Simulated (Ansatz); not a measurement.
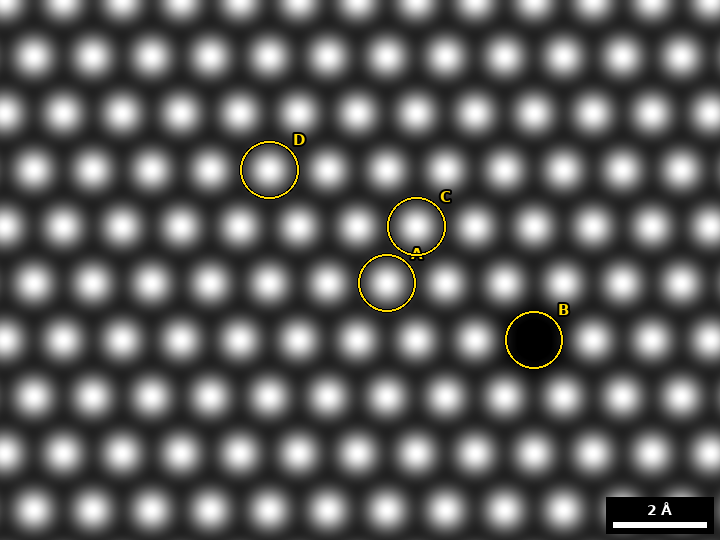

Z-contrast image of Ru (P6/mmm, No. 191) along [201]. Simulated incoherent Z contrast: every atom adds Z^1.7 spread by a probe of 0.58 Å full width; channelling and multiple scattering are left out. The probe carries 15 % of its weight in a tail 2.5 times as wide. The display is stretched by a gamma of 0.65; percentages refer to the linear signal.

The sample is 1 repeat (8.9 Å) thick. One point defect was put into the perfect crystal, without relaxing the atoms around it. Brightness is counted from the darkest point of the image. Host structure: the end point of a relaxation with DFT, m-r2SCAN, plane waves (500 eV) with PAW, scalar-relativistic in Ansatz 0.2.0; the starting structure was generated, so it need not be a known form of this composition.

**Which ringed column holds the defect, and does it scatter more or less than its equals?**

B; it scatters less. The column holds 1 atom (Ru) through the sample, and one Ru atom is missing, so its peak vanishes.
